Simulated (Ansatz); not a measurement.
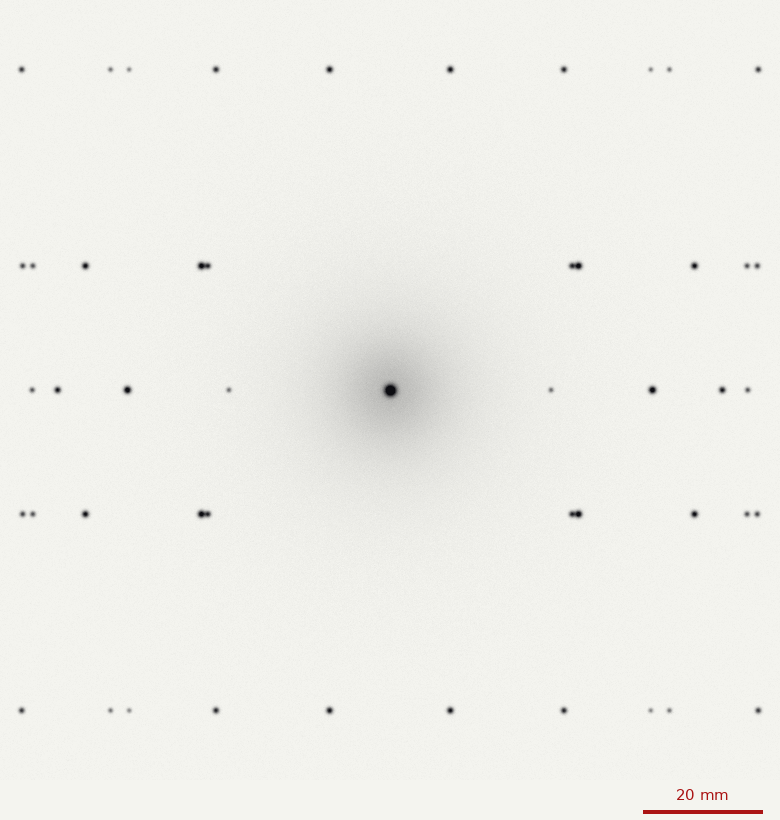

Simulated X-ray rotation photograph: Cu Kα radiation (λ = 1.5418 Å), cylindrical film of radius 57.3 mm unrolled, rotation axis vertical and normal to the beam, kinematic intensities without Lorentz or polarisation factors, the film spanning ±63° about the beam; spots down to d = 1.34 Å.

Measure the layer lines and find the identity period along the axis.

The first layer line lies 21.0 mm from the equator, so tan ν = 0.366, sin ν = 0.343 and the period is λ/sin ν = 4.49 Å. Further lines follow at 54.2 mm.

The crystal is Ir, space group Cmcm (No. 63), a = 2.68 Å, b = 6.55 Å, c = 3.60 Å. Structure: the end point of a relaxation with DFT, PBE, plane waves (420 eV) with PAW, scalar-relativistic in Ansatz 0.2.0; the starting structure was generated, so it need not be a known form of this composition.

About which axis was it rotated?

About [101] (or an equivalent direction), whose length in the conventional cell is 4.489 Å.
